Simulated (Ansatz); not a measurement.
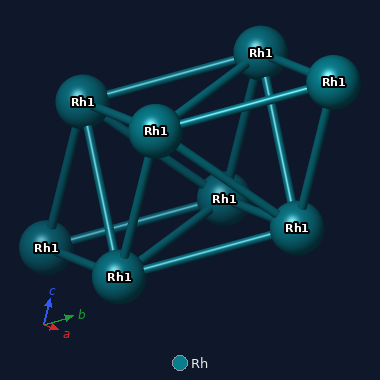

The system is Rh (Fm-3m, No. 225; 1 atom in the cell); the picture shows the reference structure. The energy is mapped over volume and a fixed ferromagnetic moment. Coordinates scanned: (1) volume per atom; (2) total spin moment of the cell, held fixed. Nothing is relaxed (shape and fractional coordinates fixed). The scan uses a 7 × 9 grid. Points are written as (first, second). Energies: meV/atom, counted from the lowest grid point. The moment is held fixed and parallel; antiferromagnetic orders weren't tried. Computed with DFT LDA, scalar-relativistic, plane waves, PAW (Ansatz 0.2.0). Settings: cutoff 420 eV, k-mesh 22×22×22, gaussian smearing 0.15 eV.

Its coordinates:

```yaml
crystal:
  lattice:
    - [0.00000, 1.87704, 1.87704]
    - [1.87704, 0.00000, 1.87704]
    - [1.87704, 1.87704, 0.00000]
  atoms:
    - { symbol: Rh, position: [0.00000, 0.00000, 0.00000] }
```

Range: volume per atom from 10.85 to 15.61 Å³; total spin moment of the cell, held fixed from 0.000 to 1.000 μB.

> What landscape does the calculation give?

The lowest grid point is at (13.23 Å³, 0.000 μB). It lies on the edge of the map, which is a mirror line here (the non-magnetic state). The highest grid point, (10.85 Å³, 1.000 μB), lies 1008 meV/atom above the lowest.

| second ↓, first → | 10.85 | 11.64 | 12.43 | 13.23 | 14.02 | 14.81 | 15.61 |
| --- | --- | --- | --- | --- | --- | --- | --- |
| 1.000 | 1008 | 562 | 320 | 223 | 227 | 303 | 427 |
| 0.875 | 926 | 492 | 262 | 174 | 187 | 269 | 399 |
| 0.750 | 852 | 430 | 210 | 131 | 150 | 239 | 375 |
| 0.625 | 788 | 376 | 164 | 92 | 118 | 213 | 353 |
| 0.500 | 733 | 330 | 125 | 60 | 91 | 190 | 335 |
| 0.375 | 689 | 293 | 94 | 34 | 69 | 172 | 320 |
| 0.250 | 657 | 266 | 71 | 15 | 54 | 159 | 310 |
| 0.125 | 639 | 250 | 58 | 4 | 44 | 152 | 304 |
| 0.000 | 633 | 245 | 54 | 0 | 41 | 149 | 302 |

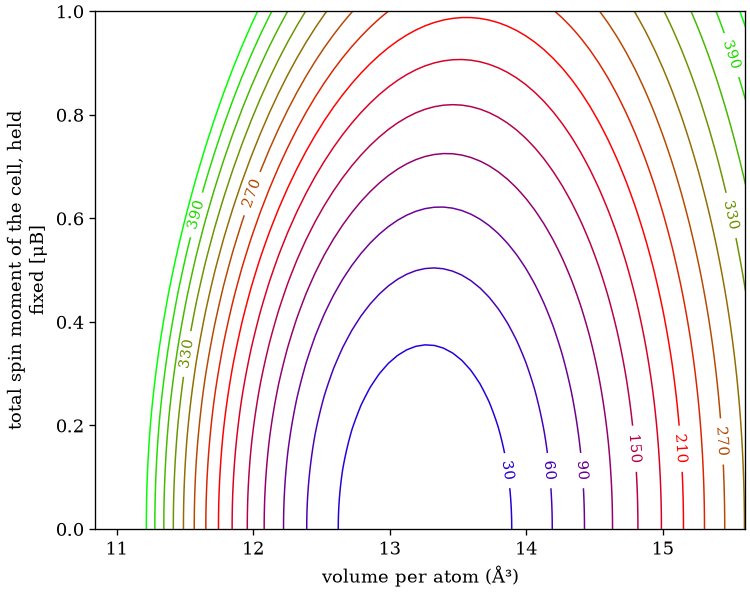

The picture shows contour lines labelled in meV/atom (none above 420). Between grid points the surface is interpolated.

The whole map (63 points run) took 16 min on 1 thread of Arm Neoverse N1, on a shared host.

PAW datasets: the set soft_1.
